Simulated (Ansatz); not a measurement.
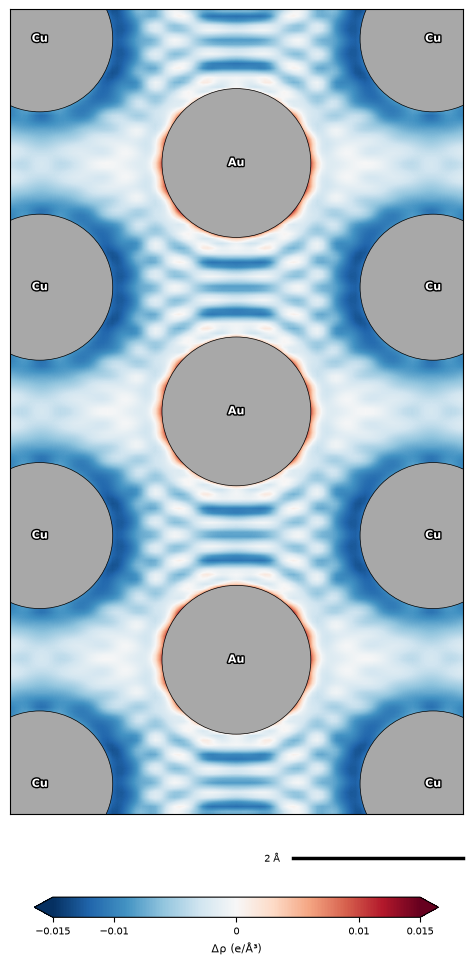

CuAu. Difference of the valence pseudo-densities of two functionals at the same geometry, on the (101) plane of the calculation cell: one of LDA and r2SCAN less the other.

Both computed with Ansatz (plane waves, PAW), on the same k-point mesh. Grey discs cover the atomic cores.

Which was subtracted from which, and what does the map show?

Answer. It is r2SCAN less LDA. Against LDA, r2SCAN gives less density around Cu (−0.010 e/Å³ on average at 1.0 Å from the nucleus) and a change of −0.009 e/Å³ at the midpoint of Au–Au.
